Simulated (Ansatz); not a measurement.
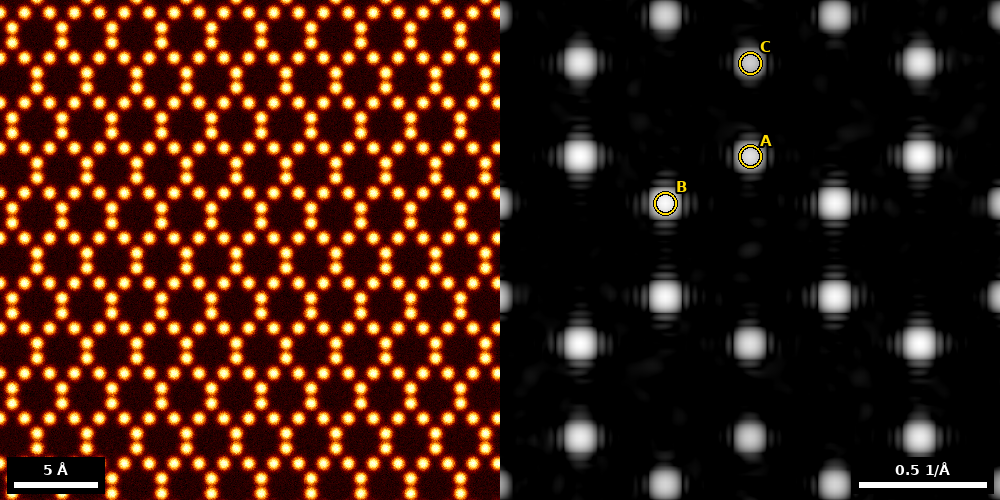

HAADF-like image of a crystal. The image is simulated as a sum over atoms of Z^1.8, blurred by a 0.52 Å probe (no channelling). The display is stretched by a gamma of 0.65; percentages refer to the linear signal. Shot noise was added.

The right panel is the modulus of the image's Fourier transform on a logarithmic scale.

Which lattice spacings do the marked spots stand for, and what angle do A and B enclose?

Answer. A: 2.7 Å, B: 2.6 Å, C: 1.4 Å; A and B enclose about 61°.

The crystal is Ge (P6_3/mmc, No. 194) along [101]; the spots are (010), (-1 1 1) and (020). Structure used: coordinates from a relaxation with DFT, BLYP, plane waves (420 eV) with PAW, scalar-relativistic in Ansatz; the starting structure was generated, so it need not be a known form of this composition.
